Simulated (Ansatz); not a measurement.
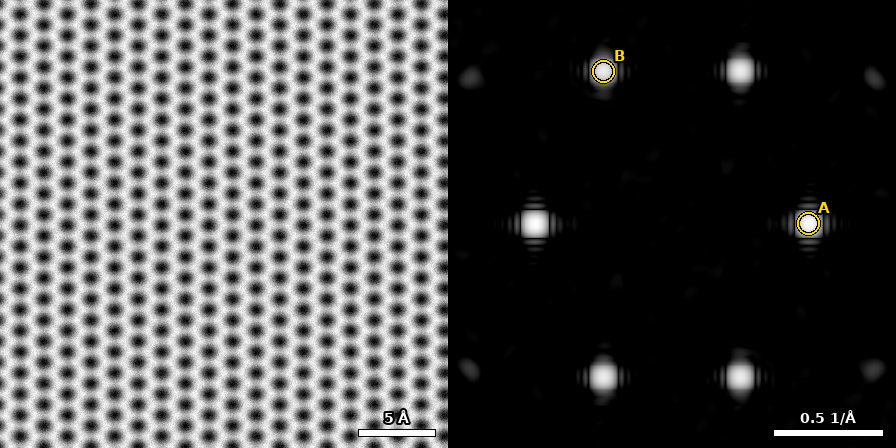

HRTEM-like image of a crystal. Simulated in the weak-phase-object approximation with neutral-atom potentials: 300 kV, Cs = 40 µm, defocus −106 Å (negative is underfocus), defocus spread 8 Å, aperture 1.15 1/Å. Shot noise was added.

The right panel is the modulus of the image's Fourier transform on a logarithmic scale.

Question: Which lattice spacings do the marked spots stand for, and what angle do A and B enclose?

Answer: A: 1.6 Å, B: 1.3 Å; A and B enclose about 114°.

The crystal is W (Im-3m, No. 229) along [210]; the spots are (0 0 -2) and (-1 2 1). Model: the input geometry of a calculation.
